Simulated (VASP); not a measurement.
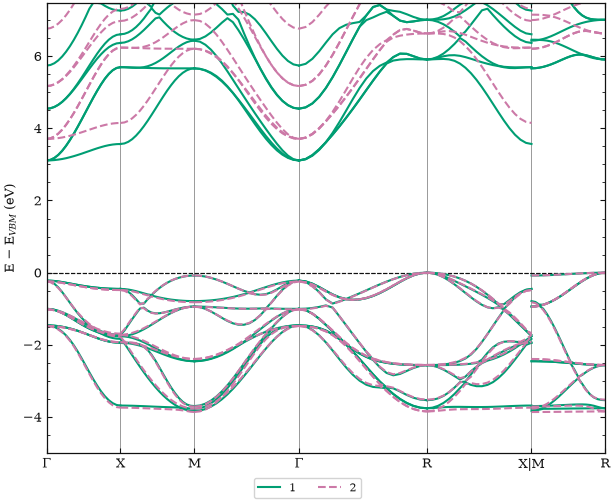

Band structures of cubic perovskite-type BaZrO₃, space group Pm-3m (No. 221), 5 atoms in the cell (cubic a = 4.189 Å), by two methods on the same cell. Each is counted from its own valence-band top.

Q: Which curve is which? The methods: r2SCAN, PBEsol.

A: 1 is PBEsol; 2 is r2SCAN. PBEsol gives a gap of 3.11 eV along the path and r2SCAN gives a gap of 3.71 eV along the path.

Settings. PBEsol: VASP PAW PBE potentials, release 64 (Ba_sv, Zr_sv, O), no spin polarisation, no spin-orbit coupling, 6×6×6 k mesh, 520 eV cutoff, Gaussian smearing of 0.02 eV (VASP 6.6.1). r2SCAN: VASP PAW PBE potentials, release 64 (Ba_sv, Zr_sv, O), no spin polarisation, no spin-orbit coupling, 6×6×6 k mesh, 520 eV cutoff, Gaussian smearing of 0.02 eV (VASP 6.6.1).

The PAW data sets were made with another functional. LDA, GGA and most meta-GGA functionals understate gaps. The cell was derived from a database entry in an earlier step, so it needn't be the measured one.
